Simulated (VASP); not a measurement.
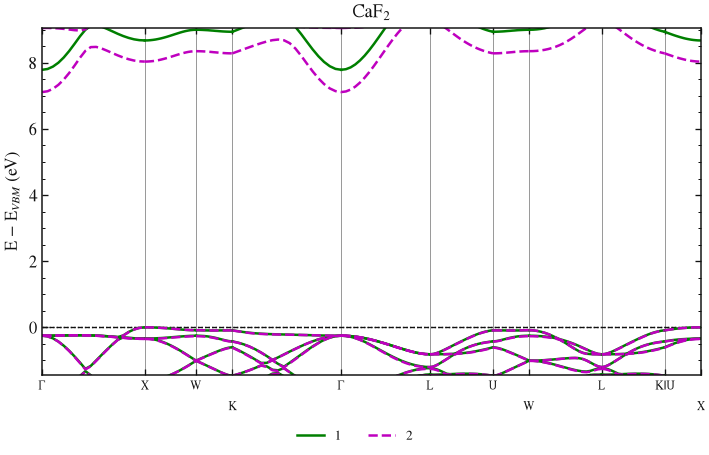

Band structures of fluorite-type CaF$_{2}$, space group Fm-3m (No. 225), 3 atoms in the primitive cell (cubic a = 5.513 Å), by two methods on the same cell. Each is counted from its own valence-band top.

> Which curve is which? The methods: PBE, r2SCAN.

1 is r2SCAN; 2 is PBE. r2SCAN gives a gap of 7.79 eV along the path and PBE gives a gap of 7.11 eV along the path.

Settings. r2SCAN: VASP PAW PBE potentials, release 64 (Ca_sv, F), no spin polarisation, no spin-orbit coupling, 10×10×10 k mesh, 450 eV cutoff, Gaussian smearing of 0.02 eV (VASP). PBE: VASP PAW PBE potentials, release 64 (Ca_sv, F), no spin polarisation, no spin-orbit coupling, 10×10×10 k mesh, 600 eV cutoff, Gaussian smearing of 0.02 eV (VASP 6.6.1).

LDA, GGA and most meta-GGA functionals understate gaps. The cell was derived from a database entry in an earlier step, so it needn't be the measured one. r2SCAN: the PAW data sets were made with another functional.
